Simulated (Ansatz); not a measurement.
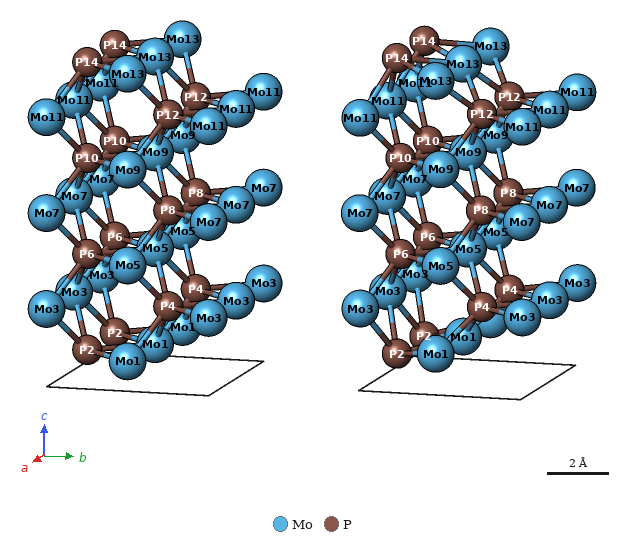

Two geometries of a slab of composition MoP (cut from the P-6m2 phase), drawn at one scale. One is the start of a relaxation, the other its converged end. A ball-and-stick model of the 2 × 1 repeat of the cell, outlined in the plane, without the vacuum, seen slightly off an axis.

Level of theory: DFT PBEsol, scalar-relativistic, plane waves, PAW in Ansatz 0.2.0. (plane-wave cutoff 420 eV; k-point mesh 11 × 6 × 1; occupations gaussian; smearing width 0.1 eV; no spin polarisation; dipole correction; atoms relaxed in a fixed cell; force threshold 0.02 eV/Å; at most 60 steps)

Which one is relaxed?

Answer. The right one is the relaxed one. Case: (1 1 0) slab, atoms relaxed. The slab is the (1 1 0) face of MoP. The largest moves relative to the layer's centre, 0.28 Å, are those of Mo1 and Mo13. Mo13 goes at 29° to the normal (−c side). Largest moves by element: Mo 0.28 Å, P 0.16 Å. The lattice vectors keep their values. Among the contacts that change: Mo11–Mo13 3.206 → 2.922 Å, Mo1–Mo5 3.206 → 2.951 Å, Mo1–P4 2.438 → 2.356 Å, Mo11–P14 2.438 → 2.490 Å. Among the angles between lasting bonds that change: P2–Mo1–P4 135.4° → 151.6°, Mo1–P2–Mo3 135.4° → 122.7°, Mo1–P2–Mo3 82.2° → 72.9°. After 5 accepted moves (6 points after the start) the energy has fallen by 0.568 eV per cell of the calculation. Largest force component: 1.8 eV/Å at the start, 0.0052 eV/Å at the end. The line search rejected the trial step at point 4 of the run. Cost: 13 min on 1 thread of Arm Neoverse V2, on a shared host, peak memory 0.94 GiB.
